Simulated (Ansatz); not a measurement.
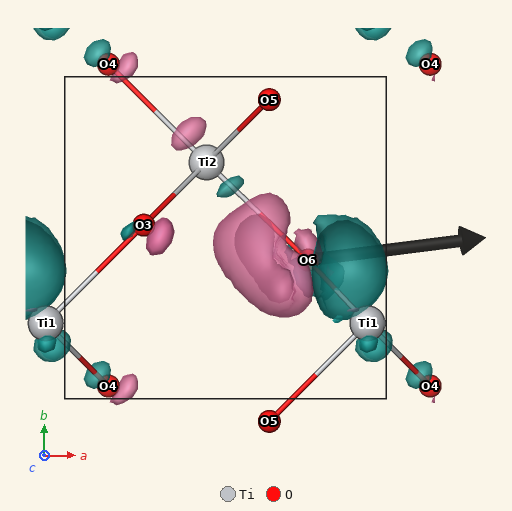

Figure 1: TiO2. O6 was moved by 0.05 Å roughly along [1 0 0] in the axes of the cell drawn (arrow, not to scale). Change of the density less the rigid motion of the neutral atom's own density: teal surfaces at +0.006 and pink ones at −0.006 e/Å³, in the cell of the calculation (origin moved) seen along the c axis.

Space group P4_2/mnm; the calculation finds a residual pressure of about 9 GPa at this fixed cell. Effective Hubbard U: 4.0 eV on Ti d.

The calculation used DFT PBE+U, scalar-relativistic, plane waves, PAW in Ansatz.

In a PAW calculation such maps are meaningful between the atoms, not at the nuclei.

Input file:

```
crystal:
  lattice:
    - [4.5922, 0.0, 0.0]
    - [0.0, 4.5922, 0.0]
    - [0.0, 0.0, 2.9574]
  atoms:
    - { symbol: Ti, position: [0.0, 0.0, 0.0] }
    - { symbol: Ti, position: [0.5, 0.5, 0.5] }
    - { symbol: O, position: [0.30496, 0.30496, 0.0] }
    - { symbol: O, position: [0.19504, 0.80496, 0.5] }
    - { symbol: O, position: [0.69504, 0.69504, 0.0] }
    - { symbol: O, position: [0.8156139154, 0.1963905715, 0.4972139825] }
basis:
  ecutwfc: 420
  fft_grid_basis: typed
kpoints:
  mp_grid: { grid: [6, 6, 8] }
hamiltonian:
  xc: pbe
  hubbard: { sites: [{ species: Ti, l: d, u_eff: 4.0 }] }
scf:
  occupations: { method: gaussian, width: 0.05 }
output:
  forces: true
  stress: true
  eigenvalues: true
  bader: true
  write_density: true
  volumetric_format: npy
```

Run with:

```sh
ansatz run input.yaml --threads 2 --pin off --max-ram 4096MiB --backend cpu --events-out ev --progress --plain --runs-dir out
```

The picture shows the cell of the calculation (origin moved) (a = 4.59 Å, b = 4.59 Å, c = 2.96 Å, α = 90.00°, β = 90.00°, γ = 90.00°).

Describe the electronic response.

Answer. About 0.05 e is rearranged in the cell. Outside the cores the largest gain, 0.03 e/Å³, lies 0.8 Å from an oxygen nucleus and 1.2 Å from a titanium one, and the largest loss, 0.03 e/Å³, lies 0.8 Å from an oxygen nucleus and 1.3 Å from a titanium one.

How much does the computed force on the atom change?

Answer. The force on it changes by 0.53 eV/Å along the move, against it: a stiffness of about 11 eV/Å² for this sublattice shift.

Run times: 46 s (moved atom) and 30 s (base cell), on 2 threads of Intel(R) Xeon(R) Platinum 8375C CPU @ 2.90GHz (Ice Lake) (shared host).
